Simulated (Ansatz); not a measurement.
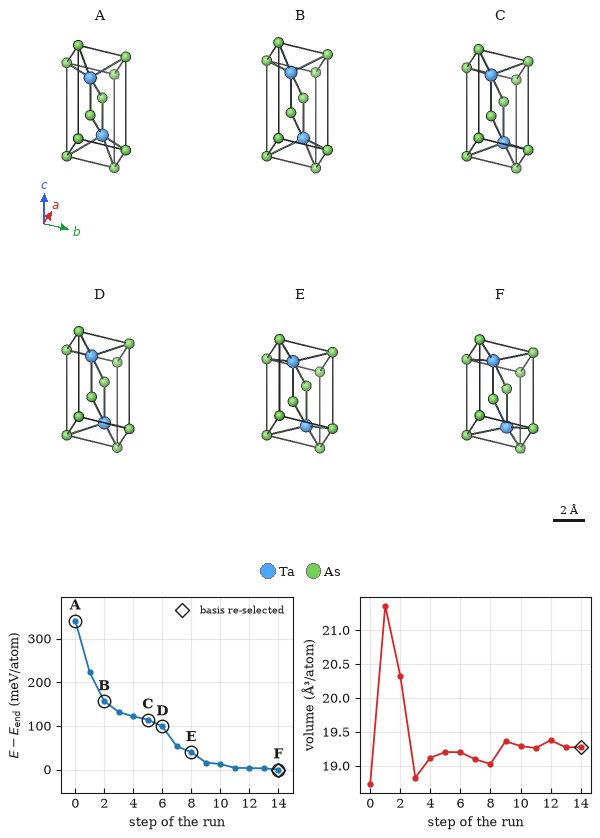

Frames of a relaxation of crystalline Ta2As3 (built on the A-type sesquioxide_164 type) (coarse preliminary run), marked on the history of the run. A ball-and-stick model of the cell of the calculation, seen from a free direction.

Case: A-type sesquioxide type (P-3m1, No. 164).

All numbers below come from DFT PBE, scalar-relativistic, plane waves, PAW (Ansatz 0.2.0).

Input file:
```yaml
crystal:
  lattice:
    - [4.1112451962, 0.0, 0.0]
    - [-2.0556225981, 3.5604427811, 0.0]
    - [0.0, 0.0, 6.3964297088]
  atoms:
    - { symbol: Ta, position: [0.3333333333, 0.6666666667, 0.245] }
    - { symbol: Ta, position: [0.6666666667, 0.3333333333, 0.755] }
    - { symbol: As, position: [0.0, 0.0, 0.0] }
    - { symbol: As, position: [0.3333333333, 0.6666666667, 0.645] }
    - { symbol: As, position: [0.6666666667, 0.3333333333, 0.355] }
basis:
  ecutwfc: 420
kpoints:
  mp_grid: { grid: [6, 6, 4] }
hamiltonian:
  xc: pbe
scf:
  occupations: { method: gaussian, width: 0.1 }
  lower_state_search: "off"
output:
  forces: true
  stress: true
  eigenvalues: true
relax:
  adjacent_minimum: "off"
  f_tol: 0.04
  max_steps: 70
  cell: { stress_tol: 0.4 }
```

Launched with:
```bash
ansatz run input.yaml --threads 1 --pin off --max-ram 2560MiB --backend cpu --events-out ev --progress --plain --runs-dir out
```

> Describe the path.

The largest moves relative to the cell, 0.57 Å, are those of Ta1 and Ta2. Ta2 goes along +c. Largest moves by element: Ta 0.57 Å, As 0.03 Å. Cell: a = b 4.111 → 4.628 Å (+12.6 %), c 6.396 → 5.196 Å (−18.8 %). Volume +2.9 %. Near-neighbour distances that change, for instance: Ta1–As4 3.838 → 2.572 Å, Ta1–Ta2 3.932 → 3.017 Å, Ta1–As5 2.476 → 2.917 Å, Ta1–As3 2.844 → 2.762 Å. New bonds form: Ta1–As4 (3.84 → 2.57 Å), Ta1–Ta2 (3.93 → 3.02 Å), Ta2–As5 (3.84 → 2.57 Å). Among the angles between lasting bonds that change: Ta1–As3–Ta2 87.4° → 66.2°, Ta1–As3–Ta1 92.6° → 113.8°, Ta2–As4–Ta2 112.3° → 105.0°. The space group stays P-3m1 (No. 164). Over 13 accepted moves (14 points after the start) the energy falls by 341 meV per atom. The largest force component goes from 2 to 0.013 eV/Å. Pressure: 14.93 GPa at the start and 0.21 GPa at the end. The SCF was repeated once at an unchanged geometry on a basis and grid sized afresh for the cell, which shifted the energy by 2.7 meV per atom at most. From step 0 to 2: Ta atoms move most (0.24 Å), volume +8.6 %, energy −185 meV per atom. From step 2 to 5: Ta atoms move most (0.20 Å), volume −5.5 %, energy −41.9 meV per atom. From step 5 to 6: As atoms move most (0.06 Å), energy −15.7 meV per atom. From step 6 to 8: As atoms move most (0.13 Å), volume −0.9 %, energy −59.0 meV per atom. From step 8 to 14: As atoms move most (0.17 Å), volume +1.3 %, energy −39.7 meV per atom.

```csv
step,"E − E(0), meV/atom","largest force component, eV/Å","pressure, GPa","volume, Å³/atom",note
0,0.00,2.0379,14.93,18.726,
1,-118.94,0.5723,-6.18,21.360,
2,-185.03,0.5173,-3.82,20.329,
3,-209.51,0.2620,2.47,18.826,
4,-219.73,0.0499,0.82,19.119,
5,-226.90,0.1677,0.48,19.203,
6,-242.62,0.2916,0.52,19.200,
7,-288.21,0.1776,0.98,19.094,
8,-301.61,1.1799,3.03,19.028,
9,-325.39,0.2960,-0.86,19.362,
10,-328.98,0.5779,-0.05,19.292,
11,-337.60,0.2362,-0.07,19.261,
12,-338.04,0.0569,-0.53,19.377,
13,-338.69,0.0136,0.02,19.273,
14,-341.34,0.0126,0.21,19.273,"same geometry, new basis"
```
